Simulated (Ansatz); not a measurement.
## Nudged elastic band, with input and output: Hf4S9 (part 2 of 2)

The same run, continued: Hf4S9 (defect cell, 13 atoms in the cell); DFT PBE+D3(BJ), scalar-relativistic, plane waves, PAW, no spin polarisation (Ansatz 0.2.0); cutoff 420 eV, 3×3×3 k-mesh, Gaussian smearing of 0.02 eV. The structure derives from a Materials Project entry. It belongs to a series of runs on one base structure; here: climbing-image band for the jump of S by 1.29 A.

Geometry of the input (Å; fractional positions):
```
3.6059  0.0000  -5.7704
3.6059  0.0000  5.7704
-3.6059  -6.2455  0.0000
Hf 0.5358  0.4733  0.0019
Hf 0.9834  0.0377  0.0122
Hf 0.4942  0.4911  0.4981
Hf 1.0058  0.0080  0.4980
S  0.8142  0.5413  0.3528
S  0.2795  0.0429  0.3236
S  0.8201  0.5959  0.8295
S  0.2464  0.0179  0.8297
S  0.6856  0.9248  0.1748
S  0.2647  0.5028  0.1824
S  0.6443  0.9517  0.6076
S  0.2206  0.4587  0.6804
S  0.7466  0.1979  -0.0911
```

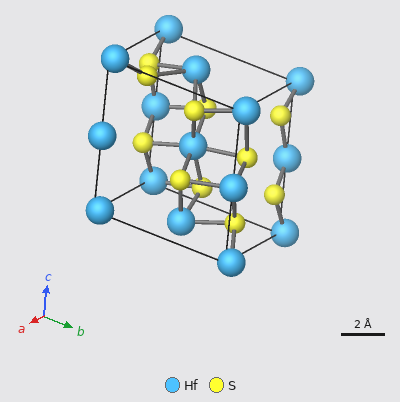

The input geometry (ball-and-stick view of the cell of the calculation, seen slightly off an axis). An atom can appear more than once, as a periodic image.

Output, continued
```
--- Forces (eV/Å), atoms counted from 1 ---
  atom   1  Hf     0.00019886    -0.02136900     0.03228274
  atom   2  Hf    -0.00019890     0.02136837    -0.03228392
  atom   3  Hf    -0.00084358    -0.00191044    -0.00115455
  atom   4  Hf     0.00084262     0.00191109     0.00115514
  atom   5  S     -0.00028306     0.00470766    -0.00195673
  atom   6  S      0.00121754    -0.00045874     0.00282533
  atom   7  S      0.00627939     0.00620391    -0.00445301
  atom   8  S     -0.00560058     0.00156265    -0.00462013
  atom   9  S     -0.00627949    -0.00620392     0.00445298
  atom  10  S      0.00560086    -0.00156317     0.00462015
  atom  11  S      0.00028316    -0.00470753     0.00195683
  atom  12  S     -0.00121732     0.00045871    -0.00282522
  atom  13  S      0.00000004     0.00000013     0.00000028
  max |Σ_I F_I| component: 4.49e-7 eV/Å
--- Band table (eV; the first three rows and the last of 14) ---
  k-point 0: bands = ["-51.3691", "-51.3630", "-51.3623", "-51.3620", "-20.1937", "-20.1767", "-20.1647", "-20.1058", "-20.0899", "-20.0731", "-20.0678", "-20.0323", "-20.0301", "-20.0038", "-19.9882", "-19.9697", "-3.7843", "-2.0017", "-1.9127", "-1.6859", "-1.6215", "-1.6087", "-1.5906", "-1.4970", "-1.4146", "-1.3292", "-1.3288", "-1.3272", "-1.3270", "-1.3208", "-1.3186", "-1.3178", "-1.3169", "-1.3124", "-1.3113", "-1.3096", "-1.3073", "-1.3024", "-1.3017", "-1.2994", "-1.2982", "-1.2958", "-1.2910", "-1.2871", "-1.2849", "-1.2812", "-1.2594", "-1.2251", "-1.2225", "-1.0179", "-0.9680", "-0.7145", "-0.5549", "4.3528", "5.0677", "5.3307", "5.3487", "5.7239", "6.5676", "6.6362", "7.0027", "7.2384", "7.3856", "7.5644", "7.6642", "7.9841", "8.0233", "8.2847", "8.3990", "8.4510", "8.7442", "8.7796", "9.2127", "9.3502", "9.5996", "9.6938", "10.0378", "10.0560", "11.2828", "11.8529", "11.8833", "11.8922", "12.2573", "12.3753", "12.8500", "13.0365", "14.3836", "14.5805", "14.5854", "14.7672", "14.8712", "14.9248", "15.1493", "15.2405", "15.6479"]
  k-point 1: bands = ["-51.3675", "-51.3642", "-51.3627", "-51.3620", "-20.1721", "-20.1368", "-20.1346", "-20.0978", "-20.0892", "-20.0846", "-20.0686", "-20.0475", "-20.0385", "-20.0169", "-20.0159", "-19.9968", "-3.5904", "-2.3728", "-1.9527", "-1.6657", "-1.6312", "-1.5638", "-1.5554", "-1.5092", "-1.3880", "-1.3290", "-1.3246", "-1.3245", "-1.3222", "-1.3201", "-1.3174", "-1.3164", "-1.3145", "-1.3115", "-1.3113", "-1.3092", "-1.3054", "-1.3005", "-1.2992", "-1.2978", "-1.2970", "-1.2941", "-1.2919", "-1.2878", "-1.2873", "-1.2807", "-1.2580", "-1.1342", "-1.1337", "-1.1173", "-0.9525", "-0.8723", "-0.4858", "4.5969", "4.9448", "5.5916", "5.8157", "6.3037", "6.3805", "6.5305", "6.9217", "7.2512", "7.4975", "7.5145", "7.5743", "7.7426", "7.9129", "7.9974", "8.2163", "8.4418", "8.4568", "8.7332", "8.9454", "9.3296", "9.3384", "9.4261", "9.7143", "9.9927", "10.9858", "11.2466", "12.0275", "12.4529", "12.5835", "13.1161", "13.1780", "13.3082", "13.8562", "14.1362", "14.3863", "14.4766", "14.7378", "15.0926", "15.3307", "15.5698", "15.7107"]
  k-point 2: bands = ["-51.3676", "-51.3641", "-51.3624", "-51.3623", "-20.1616", "-20.1540", "-20.1344", "-20.0952", "-20.0913", "-20.0743", "-20.0718", "-20.0545", "-20.0495", "-20.0266", "-20.0029", "-19.9830", "-3.5223", "-2.3835", "-1.8286", "-1.7676", "-1.7143", "-1.5707", "-1.5436", "-1.5218", "-1.3907", "-1.3286", "-1.3271", "-1.3269", "-1.3240", "-1.3197", "-1.3170", "-1.3143", "-1.3125", "-1.3120", "-1.3095", "-1.3080", "-1.3057", "-1.3013", "-1.2999", "-1.2984", "-1.2973", "-1.2939", "-1.2897", "-1.2887", "-1.2860", "-1.2838", "-1.2300", "-1.1985", "-1.1820", "-1.0848", "-1.0006", "-0.8362", "-0.4804", "4.6991", "5.1001", "5.5368", "6.0457", "6.1567", "6.4546", "6.5990", "6.7097", "7.0196", "7.2386", "7.5014", "7.6379", "7.7069", "7.8994", "8.0797", "8.1177", "8.3763", "8.6296", "8.7548", "9.0326", "9.2000", "9.5351", "9.7706", "9.8978", "10.0776", "10.6552", "11.1204", "11.9390", "12.3539", "12.8872", "13.0409", "13.2292", "13.5734", "14.0788", "14.1844", "14.3818", "14.6215", "14.7219", "15.0604", "15.1439", "15.3447", "15.5337"]
  k-point 13: bands = ["-51.3675", "-51.3641", "-51.3627", "-51.3620", "-20.1723", "-20.1370", "-20.1341", "-20.1007", "-20.0870", "-20.0855", "-20.0685", "-20.0464", "-20.0385", "-20.0168", "-20.0160", "-19.9968", "-3.3613", "-2.4932", "-2.0544", "-1.7344", "-1.6633", "-1.6075", "-1.5543", "-1.4827", "-1.3820", "-1.3291", "-1.3250", "-1.3245", "-1.3213", "-1.3201", "-1.3174", "-1.3148", "-1.3144", "-1.3113", "-1.3111", "-1.3091", "-1.3060", "-1.3016", "-1.2999", "-1.2972", "-1.2966", "-1.2945", "-1.2937", "-1.2876", "-1.2873", "-1.2807", "-1.2696", "-1.1774", "-1.1506", "-1.0805", "-1.0001", "-0.8272", "-0.4790", "4.8117", "5.0929", "5.7383", "6.0883", "6.2425", "6.3206", "6.6339", "6.7876", "7.1073", "7.2203", "7.4875", "7.5564", "7.6832", "7.8670", "8.2116", "8.2429", "8.2949", "8.5060", "8.6329", "9.0702", "9.1272", "9.2869", "9.4784", "9.4867", "9.9884", "10.9772", "11.1344", "12.1280", "12.5564", "12.5606", "13.1100", "13.4275", "13.9625", "14.0336", "14.2470", "14.4698", "14.6611", "14.6852", "14.8222", "15.3936", "15.4230", "15.5399"]
this run last wrote the band of iteration 7 to [file]
--- NEB band (5 images, 7 band iterations, 202 SCF iterations) ---
  forward barrier  = 0.360559 eV
  backward barrier = 0.360559 eV
  lagrangian_above_aufbau_ev (what the smearing adds, to first order; not taken off the barriers): saddle image -0.001367 eV, end points -0.000000 and -0.000000 eV
  climbing image's point = of an order that was not read
  energies are F+E_penalty+E_count in eV, relative to image 0
  image     s (Å)  Δ vs image 0  max|band force component| (eV/Å)
      0    0.0000      0.000000                                 —
      1    0.3797      0.104766                          8.291e-3
  *   2    0.7594      0.360559                          3.228e-2
      3    1.1391      0.104766                          8.290e-3
      4    1.5188     -0.000000                                 —
  climbing-image geometry (image 2):
  cell:  # Å, volume = 259.9046 Å³
    - [3.6058628313, 0.0, -5.7703876582]
    - [3.6058628313, 0.0, 5.7703876582]
    - [-3.6058628313, -6.245537629, 0.0]
  atoms:
    - { symbol: Hf, position: [0.5307767408227981, 0.4617488061794567, -0.007427583718282043] }
    - { symbol: Hf, position: [0.9692232381406871, 0.03825118692156598, 0.007427583269915453] }
    - { symbol: Hf, position: [0.4944459390562683, 0.4943615196346097, 0.49998523081723006] }
    - { symbol: Hf, position: [1.0055541039496418, 0.005638511263696522, 0.5000147746809055] }
    - { symbol: S, position: [0.823301379709244, 0.5292936466821457, 0.3525483284147967] }
    - { symbol: S, position: [0.2778724027397201, 0.043732181203308976, 0.3216851626877571] }
    - { symbol: S, position: [0.8210316721721422, 0.5914622156654157, 0.8242932204380696] }
    - { symbol: S, position: [0.23275142881706706, 0.003180600986609508, 0.8241496529967671] }
    - { symbol: S, position: [0.6789683307702377, 0.9085377857479493, 0.17570680027373786] }
    - { symbol: S, position: [0.267248546708481, 0.4968193785166986, 0.17585033295199023] }
    - { symbol: S, position: [0.6766986250099966, 0.9707063545716587, 0.6474516689005303] }
    - { symbol: S, position: [0.2221276138755392, 0.45626783268522314, 0.6783148329963821] }
    - { symbol: S, position: [0.7499999782281773, 0.24999997994166182, -4.709799835258292e-9] }
```

The last band as extended XYZ (Å, eV, eV/Å)
```
13
Lattice="3.6059 0.0000 -5.7704 3.6059 0.0000 5.7704 -3.6059 -6.2455 0.0000" Properties=species:S:1:pos:R:3:forces:R:3 image=0 energy=-71024.72048
Hf    3.6318   -0.0119   -0.3602   -0.0009  -0.0050   0.0143
Hf    3.6382   -0.0761   -5.4569    0.0021  -0.0083  -0.0044
Hf    1.7565   -3.1109   -0.0179    0.0000   0.0073  -0.0041
Hf    1.8603   -3.1101   -5.7577   -0.0035   0.0100  -0.0063
S     3.6158   -2.2032   -1.5745    0.0016  -0.0098  -0.0026
S    -0.0042   -2.0208   -1.3652    0.0014  -0.0011  -0.0006
S     2.1145   -5.1810   -1.2935    0.0037   0.0061   0.0027
S    -2.0389   -5.1821   -1.3184   -0.0052   0.0040   0.0030
S     5.1766   -1.0915    1.3806   -0.0016   0.0044   0.0006
S     2.1101   -1.1389    1.3738    0.0013   0.0040  -0.0001
S     3.5638   -3.7949    1.7737   -0.0051   0.0052  -0.0099
S    -0.0041   -4.2495    1.3738    0.0024  -0.0054  -0.0019
S     3.7339    0.5687   -3.1660    0.0037  -0.0116   0.0092
13
Lattice="3.6059 0.0000 -5.7704 3.6059 0.0000 5.7704 -3.6059 -6.2455 0.0000" Properties=species:S:1:pos:R:3:forces:R:3 image=1 energy=-71024.61571
Hf    3.6170    0.0224   -0.4062    0.0050  -0.0950  -0.0100
Hf    3.6171   -0.0620   -5.4076    0.0068  -0.0754  -0.0697
Hf    1.7650   -3.1033   -0.0101   -0.0141  -0.0139  -0.0185
Hf    1.8646   -3.1045   -5.7779    0.0103  -0.0074  -0.0244
S     3.6176   -2.2110   -1.6139    0.0010  -0.0656   0.1632
S     0.0110   -2.0070   -1.3617   -0.0009  -0.0416  -0.0225
S     2.1189   -5.1595   -1.3086   -0.0320  -0.0697   0.0240
S    -2.0946   -5.1589   -1.3093    0.0269  -0.0721   0.0275
S     5.1129   -1.1107    1.3438    0.0180  -0.0745   0.0399
S     2.1230   -1.1121    1.3435   -0.0225  -0.0700   0.0403
S     3.6167   -3.9974    1.7756   -0.0001   0.0473   0.1508
S     0.0117   -4.2381    1.3534    0.0022  -0.0530   0.0031
S     3.6196    0.3274   -3.0382   -0.0006   0.5908  -0.3037
13
Lattice="3.6059 0.0000 -5.7704 3.6059 0.0000 5.7704 -3.6059 -6.2455 0.0000" Properties=species:S:1:pos:R:3:forces:R:3 image=2 energy=-71024.35992
Hf    3.6057    0.0464   -0.3983    0.0002  -0.0214   0.0323
Hf    3.6060   -0.0464   -5.3721   -0.0002   0.0214  -0.0323
Hf    1.7626   -3.1227   -0.0005   -0.0008  -0.0019  -0.0012
Hf    1.8432   -3.1229   -5.7699    0.0008   0.0019   0.0012
S     3.6060   -2.2019   -1.6965   -0.0003   0.0047  -0.0020
S    -0.0003   -2.0091   -1.3511    0.0012  -0.0005   0.0028
S     2.1210   -5.1482   -1.3247    0.0063   0.0062  -0.0045
S    -2.1210   -5.1473   -1.3247   -0.0056   0.0016  -0.0046
S     5.0908   -1.0974    1.3247   -0.0063  -0.0062   0.0045
S     2.1210   -1.0983    1.3247    0.0056  -0.0016   0.0046
S     3.6057   -4.0437    1.6965    0.0003  -0.0047   0.0020
S     0.0003   -4.2364    1.3511   -0.0012   0.0005  -0.0028
S     3.6059    0.0000   -2.8852    0.0000   0.0000   0.0000
13
Lattice="3.6059 0.0000 -5.7704 3.6059 0.0000 5.7704 -3.6059 -6.2455 0.0000" Properties=species:S:1:pos:R:3:forces:R:3 image=3 energy=-71024.61571
Hf    3.5946    0.0620   -0.3628   -0.0068   0.0754   0.0697
Hf    3.5947   -0.0224   -5.3642   -0.0050   0.0950   0.0100
Hf    1.7413   -3.1411    0.0075   -0.0103   0.0074   0.0244
Hf    1.8409   -3.1422   -5.7603    0.0141   0.0139   0.0185
S     3.5950   -2.2481   -1.7756    0.0001  -0.0473  -0.1508
S    -0.0117   -2.0074   -1.3534   -0.0022   0.0530  -0.0031
S     2.0988   -5.1348   -1.3438   -0.0180   0.0745  -0.0399
S    -2.1230   -5.1334   -1.3435    0.0225   0.0700  -0.0403
S     5.0929   -1.0860    1.3086    0.0320   0.0697  -0.0240
S     2.0946   -1.0866    1.3093   -0.0269   0.0721  -0.0275
S     3.5942   -4.0345    1.6139   -0.0010   0.0656  -0.1632
S    -0.0110   -4.2385    1.3617    0.0009   0.0416   0.0225
S     3.5921   -0.3274   -2.7322    0.0006  -0.5908   0.3037
13
Lattice="3.6059 0.0000 -5.7704 3.6059 0.0000 5.7704 -3.6059 -6.2455 0.0000" Properties=species:S:1:pos:R:3:forces:R:3 image=4 energy=-71024.72048
Hf    3.5735    0.0761   -0.3135   -0.0021   0.0083   0.0044
Hf    3.5800    0.0119   -5.4102    0.0009   0.0050  -0.0143
Hf    1.7456   -3.1355   -0.0127    0.0035  -0.0100   0.0063
Hf    1.8494   -3.1347   -5.7525    0.0000  -0.0073   0.0041
S     3.6479   -2.4506   -1.7737    0.0051  -0.0052   0.0099
S     0.0041   -1.9960   -1.3738   -0.0024   0.0054   0.0019
S     2.0351   -5.1541   -1.3806    0.0016  -0.0044  -0.0006
S    -2.1101   -5.1066   -1.3738   -0.0013  -0.0040   0.0001
S     5.0972   -1.0646    1.2935   -0.0037  -0.0061  -0.0027
S     2.0389   -1.0634    1.3184    0.0052  -0.0040  -0.0030
S     3.5960   -4.0423    1.5745   -0.0016   0.0098   0.0026
S     0.0042   -4.2247    1.3652   -0.0014   0.0011   0.0006
S     3.4778   -0.5687   -2.6044   -0.0037   0.0116  -0.0092
```

Results in brief

| quantity | value |
| --- | --- |
| outcome | converged |
| barrier, forward | 0.361 eV |
| barrier, backward | 0.361 eV |
| electrons treated | 158 |
| wall time | 2.4 min (CPU time 6.2 min) |
| peak memory | 1.8 GiB |

Remarks

Spin–orbit coupling is left out, which matters for Hf. The order of the saddle point was not checked.
